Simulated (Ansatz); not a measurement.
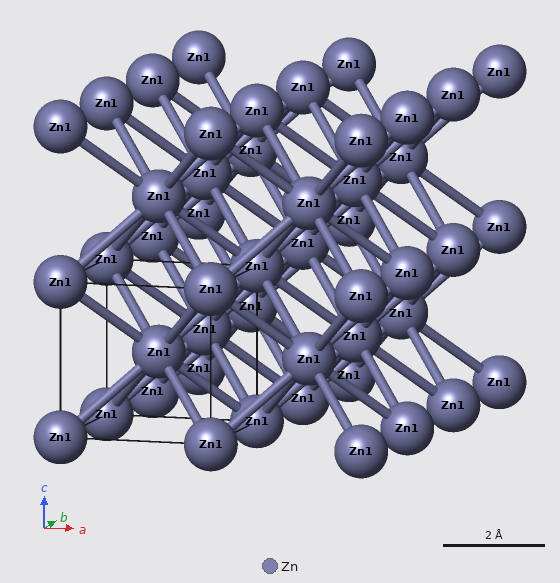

Reference structure: a symmetric starting cell of Zn. Style: ball-and-stick. Shown: the conventional cell (2 times the calculation's cell), repeated 2 × 3 × 2 with one cell outlined, slightly off an axis. Lengths and directions refer to the drawn axes.

Level of theory: DFT LDA, scalar-relativistic, plane waves, PAW in Ansatz 0.2.0. (plane-wave cutoff 420 eV; k-point mesh 18 × 18 × 18; occupations gaussian; smearing width 0.1 eV; no spin polarisation)

Change: All lengths are scaled by −3.7 % (volume −10.7 %), the atoms keeping their fractional coordinates. No relaxation follows. The starting cell wasn't computed here and needn't be at equilibrium, so pressure and forces aren't due to the change alone.

### Predict the response.

The pressure is −0.6 GPa (not all of it need come from the change, since the unchanged cell can be under pressure at this level too). All forces vanish by symmetry. Among the bonded contacts that change: Zn–Zn 2.718 → 2.617 Å. The space group stays Im-3m (No. 229).

Drawn alike, the variant:

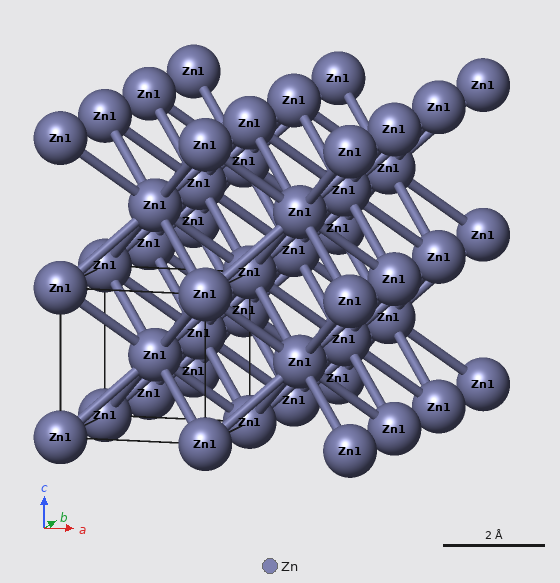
